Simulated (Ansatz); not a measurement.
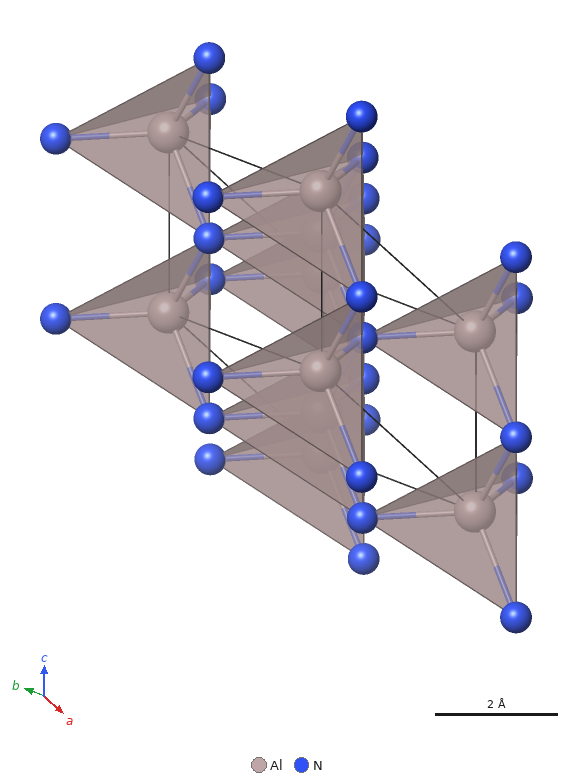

The structure as given in the input (polyhedral view of the cell 2 times as large as that of the calculation, set on its symmetry axes, seen at an oblique angle; polyhedra are completed across the faces of the cell).

Single-point calculation of AlN

The run: single-point calculation of AlN (2 atoms in the cell). Method and program: DFT PBEsol, scalar-relativistic, plane waves, PAW, PAW set soft_1, no spin polarisation (Ansatz 0.2.0).

The structure derives from a Materials Project entry. Figures and captions count atoms from 1; the log counts them from 0 in places.

**The input**
```yaml
crystal:
  lattice:
    - [0.0, 2.0864464112, 2.2397618115]
    - [2.2397618115, 0.0, 2.2397618115]
    - [2.2397618115, 2.0864464112, 0.0]
  atoms:
    - { symbol: Al, position: [-0.0067599835, 0.0067599835, 0.0067599835] }
    - { symbol: "N", position: [0.763021686, 0.736978314, 0.736978314] }
basis:
  ecutwfc: 520.0
kpoints:
  mp_grid: { grid: [10, 10, 10] }
hamiltonian:
  xc: pbesol
  pseudopotentials: { kind: paw, azcp: { folder: soft_1 } }
scf:
  occupations: { method: gaussian, width: 0.05 }
output:
  forces: true
  stress: true
  eigenvalues: true
  write_density: true
  write_potential: true
  elf: true
  volumetric_format: npy
```

Run on 1 thread of Intel Xeon (Granite Rapids), 32 GiB of memory available, shared host.

Command:
```bash
ansatz run input.yaml --threads 1 --pin off --max-ram 2048MiB --backend cpu --events-out ev --progress --plain --runs-dir out
```

**Log**
```
Warning: [file] the record states the generating functional pbe (its physics header spells it `PBE`), which answers neither for hamiltonian.xc's functional nor for the pbesol family's — results may be inconsistent (PPs are generated against a specific XC)
Warning: [file] the record states the generating functional pbe (its physics header spells it `PBE`), which answers neither for hamiltonian.xc's functional nor for the pbesol family's — results may be inconsistent (PPs are generated against a specific XC)
Engine: ansatz 0.2.0, x86_64-unknown-linux-gnu
Pseudopotentials: kind: paw
Pseudopotential: Al, paw, valence charge 3, recommended cutoff 420 eV (normal), [file]
Pseudopotential: N, paw, valence charge 5, recommended cutoff 420 eV (normal), [file]
Functional definition: PBEsol
  exchange = pbesol_x
  correlation = pbesol_c
Crystal: 2 atoms, lattice volume = 20.933 Å³
Basis set: ecut = 520 eV, 567 PW (Γ), exchange–correlation on 48×48×48 points (8 copies of the dense FFT grid, shifted against one another)
Bands: 8, of which v1, the nominal top of the filled ones, is band 4 counted from 1 (3 counted from 0)
Symmetry: 2 space group operations
Space group: C2 (ITA 5), of the structure as read, at distance tolerance 2.8e-5 Å
k-points: 282 of 1000 (time reversal used)
Non-local potential: Al, projectors of the file, l = 0: 2, l = 1: 2, l = 2: 1
Non-local potential: N, projectors of the file, l = 0: 2, l = 1: 2, l = 2: 1
PAW form: soft (Blöchl's): semilocal exchange-correlation on the pseudo side does not see the compensation charge
PAW frozen core: Al, regenerated for the run's functional, and the local potential with it (the file was generated under x = pbe(κ = 0.804, μ = 0.2195149727645171), c = pbe(β = 0.06672455060314922))
PAW frozen core: N, regenerated for the run's functional, and the local potential with it (the file was generated under x = pbe(κ = 0.804, μ = 0.2195149727645171), c = pbe(β = 0.06672455060314922))
PAW one-centre angular grid: Al, 110 points (default); XC on 64 Gauss nodes
PAW one-centre angular grid: N, 110 points (default); XC on 64 Gauss nodes
Initial density: superposition of atomic densities (chi_scale 0.1, normalization cell, long waves kept (reshape's long-wave potential 0.00 eV rms))
Initial wavefunctions: pseudopotential atomic-orbital guess
Functional: x = pbesol(κ = 0.804, μ = 0.12345679012345678), c = pbesol(β = 0.046)
SCF iter   1: F=—  HF=-907.200685 eV  |F-HF|=—  |Δ(HF+E_count)|=         —  Δρ=1.31e-1  dr2=4.41e0  ethr=3.10e-3  ⟨swp⟩=4.3  Hψ=16364  notcnv=0
preconditioner: auto → none  [insulator: Δε(μ)=4.963 eV  Ē_g=16.369 eV  σ=0.050 eV  W_gap=1.00  n_scr=0 (ndim 8)  ℏωp=23.0 eV  f_vac=0.000  D(μ)=0.00/eV (n_scr^D=0)  ε∞_Penn≈3.0]
SCF iter   2: F=—  HF=-906.056410 eV  |F-HF|=—  |Δ(HF+E_count)|=    1.14e0  Δρ=7.47e-2  dr2=7.02e-1  ethr=3.10e-3  ⟨swp⟩=3.0  Hψ=7513  notcnv=0
SCF iter   3: F=—  HF=-905.853446 eV  |F-HF|=—  |Δ(HF+E_count)|=   2.03e-1  Δρ=2.24e-2  dr2=5.32e-2  ethr=3.10e-3  ⟨swp⟩=2.3  Hψ=5286  notcnv=0
SCF iter   4: F=—  HF=-905.839195 eV  |F-HF|=—  |Δ(HF+E_count)|=   1.43e-2  Δρ=1.07e-3  dr2=1.20e-4  ethr=6.65e-4  ⟨swp⟩=2.0  Hψ=3850  notcnv=0
SCF iter   5: F=—  HF=-905.839155 eV  |F-HF|=—  |Δ(HF+E_count)|=   3.98e-5  Δρ=3.17e-4  dr2=5.60e-6  ethr=1.51e-6  ⟨swp⟩=2.2  Hψ=3300  notcnv=0
SCF iter   6: F=—  HF=-905.839146 eV  |F-HF|=—  |Δ(HF+E_count)|=   9.18e-6  Δρ=4.11e-5  dr2=1.89e-7  ethr=7.00e-8  ⟨swp⟩=2.6  Hψ=3284  notcnv=0
SCF iter   7: F=-905.839146 eV  HF=-905.839146 eV  |F-HF|=4.03e-10  |Δ(HF+E_count)|=   4.70e-8  Δρ=5.64e-6  dr2=3.03e-9  ethr=1.25e-9  ⟨swp⟩=8.0  Hψ=13140  notcnv=0
SCF 1 converged in 7 iterations: F = -905.839146 eV  dr2 = 3.03e-9
  greatest PAW one-centre occupation: 0.787 electrons in one spin orbital (limit 2), on the N atom at site 1 (counted from 0), in its partial waves of l = 0
SCF converged after 7 iterations
Free energy (F): -905.839146 eV
Harris-Foulkes:  -905.839146 eV  (|F-HF|=4.03e-10)
Internal energy: -905.839146 eV  (E = F + TS)
E sigma→0 (E₀):  -905.839146 eV
Fermi energy:    8.490261 eV
--- Per-component energies (eV) ---
  E_band       = 14.259516
  E_kinetic    = 155.812448
  E_local      = -208.453468  (includes V_loc(G=0)·N_el)
  E_nonlocal   = 45.003041
  E_hartree    = 76.222311
  E_xc         = -97.917420
  E_vxc        = -106.398759  (∫ρ·V_xc dr)
  E_paw        = -580.400219  (= ΣΔE_a)
  E_vpaw       = -24.148664  (= ΣTr[D̂ρ^β])
  E_aug_tail   = -0.000027  (compensation charges beyond the density's cutoff)
  E_ewald      = -296.153050
  E_core_change = 0.047238  (= ΣΔE_core)
  E_smearing   = -0.000000  (= −TS)
  E_closure    = -0.000000  (closes the sum)
  Σ components = -905.839146   (vs F -905.839146, Δ=0.00e0)
--- Forces (eV/Å), atoms counted from 1 ---
  atom   1  Al    -1.28974706     0.00000000     0.00000000
  atom   2  N      1.28972966     0.00000000     0.00000000
  max |Σ_I F_I| component: 1.74e-5 eV/Å
--- Stress (GPa, compression-positive) ---
       -2.352368       0.000000       0.000000
        0.000000       6.040433      -6.021497
        0.000000      -6.021484      -0.875388
  P = ⅓ Tr σ = 0.9376 GPa (9.376 kbar)
--- Band table (eV; the first three rows and the last of 282) ---
  k-point 0: bands = ["-8.0947", "6.6042", "6.7557", "7.1317", "10.8703", "19.2037", "19.2989", "19.3060"]
  k-point 1: bands = ["-7.9468", "5.8702", "6.6466", "7.0753", "11.5112", "18.7867", "19.4034", "19.4489"]
  k-point 2: bands = ["-7.5254", "4.3003", "6.4694", "6.9765", "12.6059", "17.8653", "19.0039", "19.7250"]
  k-point 281: bands = ["-5.4876", "1.6668", "5.2595", "5.2688", "10.1491", "15.5966", "20.1142", "21.5627"]
```

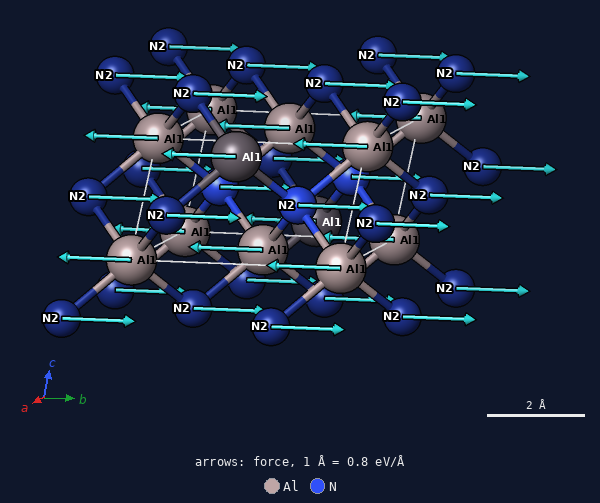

Forces on the atoms as teal arrows (ball-and-stick view of the cell 2 times as large as that of the calculation, set on its symmetry axes, seen slightly off an axis; neighbours outside the cell are drawn fainter; atoms are numbered from 1 in the order of the input). The largest act on Al1 (1.29 eV/Å); N2 (1.29 eV/Å). The geometry is not a stationary point of this energy.

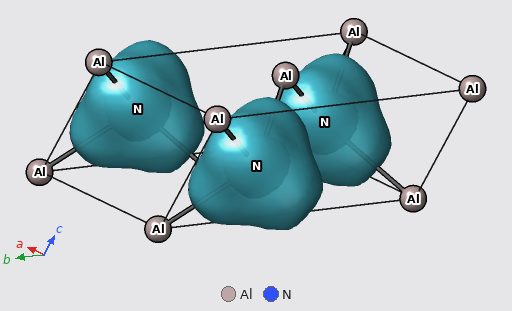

Isosurface of the electron localisation function at 0.75 (cyan), seen at an oblique angle. Only the valence region is drawn (cores and ρ < 0.01 e/Å³ removed). Sticks mark near contacts. The outline is the cell set on symmetry axes. Values along the shortest contacts: Al–N (1.85 Å): the ELF is about 0.85 at the midpoint. Al–N (1.95 Å): the ELF is about 0.85 at the midpoint. The fields are those of the smooth PAW valence density.

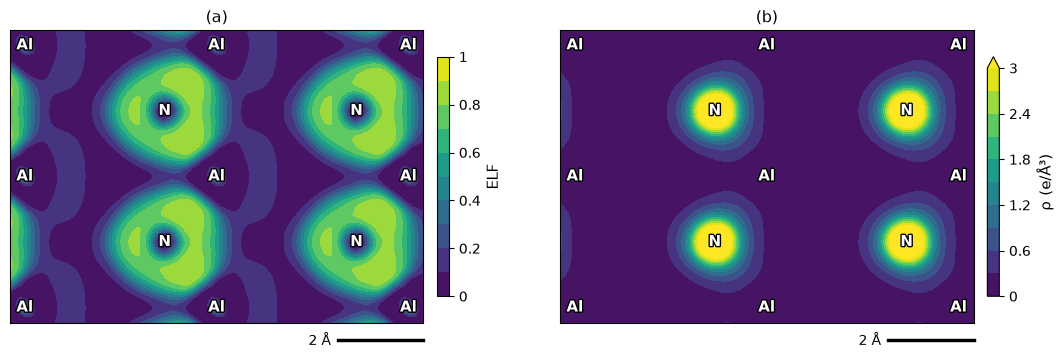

(a) ELF; (b) valence electron density on the (100) plane of the conventional cell. Al–N (1.95 Å): ρ at the midpoint is about 0.61 e/Å³; the ELF is about 0.85 at the midpoint. Away from the nuclei the density in this plane falls to 0.05 e/Å³ at its lowest.

**Summary**

| quantity | value |
| --- | --- |
| outcome | converged |
| space group (tolerance 0.01 Å) | C2 (5) |
| electrons treated | 8 |
| free energy | −905.8391 eV |
| Fermi energy | 8.490 eV |
| gap on the k-point mesh | 2.72 eV |
| pressure | 0.94 GPa |
| largest force (length of the vector) | 1.290 eV/Å |
| wall time | 4.1 s |
| peak memory | 0.44 GiB |

**Notes**

Warnings of the run: the PAW datasets were made with another functional.
